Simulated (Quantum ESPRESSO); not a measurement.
**A series of single points on Li**

System: Li (1 atom in the cell).
Method: Kohn-Sham DFT of a periodic cell, PBEsol, GBRV 1.5 PBEsol, no spin polarisation (Quantum ESPRESSO 7.5).

The 7 runs differ only in the geometry, by an even scaling of the cell at fixed fractional positions. The structure derives from an entry of the Crystallography Open Database.

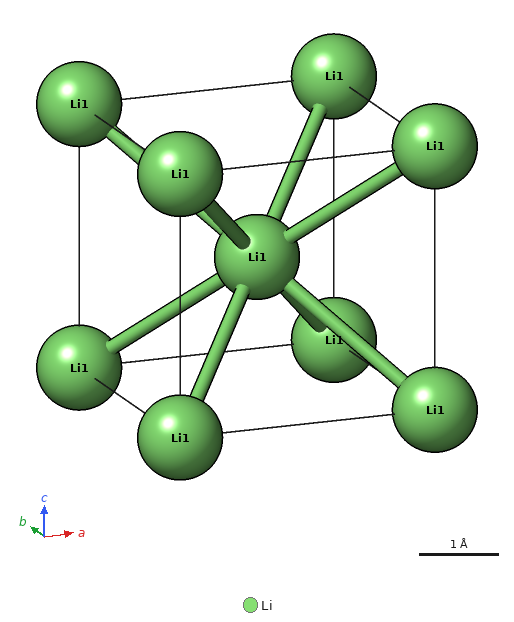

Figure 1. The structure of run 4 (ball-and-stick view of the cell 2 times as large as that of the calculation, set on its symmetry axes, seen slightly off an axis; atoms are numbered from 1 in the order of the input). An atom can appear more than once, as a periodic image.

**Input file of run 4**
```
&CONTROL
  calculation = 'scf'
  prefix = 'pwscf'
  outdir = './tmp'
  pseudo_dir = './pseudo'
  tprnfor = .true.
  tstress = .true.
  disk_io = 'low'
/
&SYSTEM
  ibrav = 0
  nat = 1
  ntyp = 1
  ecutwfc = 45
  ecutrho = 360
  nbnd = 6
  occupations = 'smearing'
  smearing = 'fd'
  degauss = 0.00367493
/
&ELECTRONS
  conv_thr = 2d-10
  electron_maxstep = 120
  mixing_beta = 0.5
/
ATOMIC_SPECIES
Li     6.9400 li_pbesol_v1.4.uspp.F.UPF
CELL_PARAMETERS angstrom
  -1.7546500000    1.7546500000    1.7546500000
   1.7546500000   -1.7546500000    1.7546500000
   1.7546500000    1.7546500000   -1.7546500000
ATOMIC_POSITIONS crystal
Li     0.0000000000    0.0000000000    0.0000000000
K_POINTS automatic
11 11 11 0 0 0
```

**File pp_density.in of run 4**
```
&INPUTPP
  prefix = 'pwscf'
  outdir = './tmp'
  filplot = 'density.dat'
  plot_num = 0
/
&PLOT
  nfile = 1
  filepp(1) = 'density.dat'
  iflag = 3
  output_format = 6
  fileout = 'density.cube'
/
```

**File pp_potential.in of run 4**
```
&INPUTPP
  prefix = 'pwscf'
  outdir = './tmp'
  filplot = 'potential.dat'
  plot_num = 11
/
&PLOT
  nfile = 1
  filepp(1) = 'potential.dat'
  iflag = 3
  output_format = 6
  fileout = 'potential.cube'
/
```

Command:
```bash
OMP_NUM_THREADS=1 mpirun -n 2 pw.x -nk 2 -in pw.in > pw.out
OMP_NUM_THREADS=1 mpirun -n 1 pp.x -in pp_density.in > pp_density.out
OMP_NUM_THREADS=1 mpirun -n 1 pp.x -in pp_potential.in > pp_potential.out
```

Lattice vectors (Å) and fractional positions of run 4:
```
  -1.754650    1.754650    1.754650
   1.754650   -1.754650    1.754650
   1.754650    1.754650   -1.754650
Li  0.000000  0.000000  0.000000
```

Run 3 has the same physical settings and fractional positions; its lattice vectors (Å) are:
```
  -1.742873    1.742873    1.742873
   1.742873   -1.742873    1.742873
   1.742873    1.742873   -1.742873
```

**Results, with one run withheld**

| run | volume per atom (Å³) | free energy per atom, from the lowest run given (meV) | pressure (GPa) |
| --- | --- | --- | --- |
| 1 | 20.312 | 0.00 | −0.05 |
| 2 | 20.744 | 0.52 | −0.33 |
| 3 | 21.177 | ? | ? |
| 4 | 21.609 | 3.62 | −0.81 |
| 5 | 22.041 | 6.09 | −1.02 |
| 6 | 22.473 | 9.10 | −1.22 |
| 7 | 22.905 | 12.60 | −1.39 |

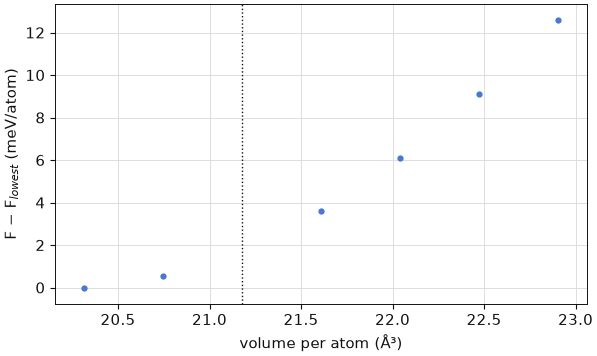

Figure 2. Free energy per atom of the runs given; the dotted line marks run 3.

Fit the runs given and predict run 3.

A cubic polynomial in V^(−2/3) (the Birch–Murnaghan form), fitted to the 6 runs given, misses them by under 0.01 meV per atom. With x = V^(−2/3) − 0.12874 Å⁻², it reads F = 3.8248 − 1304.3 x + 1.1269e+05 x² − 3.1099e+05 x³ (meV per atom). At run 3 it gives 1.75 meV per atom, and the run itself gives 1.75. The slope of the fit gives a pressure −dF/dV of −0.58 GPa there, and the run prints −0.58 GPa. The fit has no minimum inside this range.

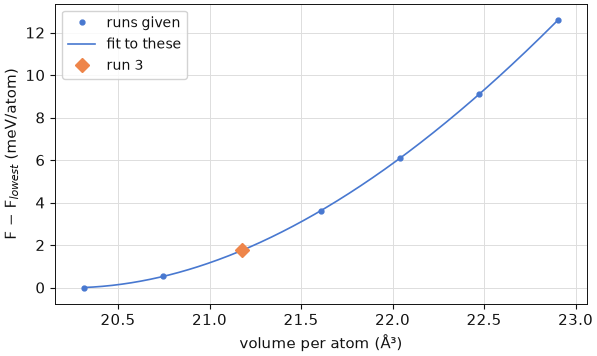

Figure 3. The fit and the withheld run.

**Some lines of the output (run 3)**
```
[...]
     unit-cell volume          =     142.9072 (a.u.)^3
     number of k points=    56  Fermi-Dirac smearing, width (Ry)=  0.0037
     total energy              =     -14.38734734 Ry
     total energy              =     -14.36662933 Ry
     total energy              =     -14.36983276 Ry
     total energy              =     -14.37025182 Ry
     total energy              =     -14.37025360 Ry
     total energy              =     -14.37025366 Ry
     the Fermi energy is     0.8254 ev
!    total energy              =     -14.37025366 Ry
     The total energy is F=E-TS. E is the sum of the following terms:
     Computing stress (Cartesian axis) and pressure
          total   stress  (Ry/bohr**3)                   (kbar)     P=       -5.84
```
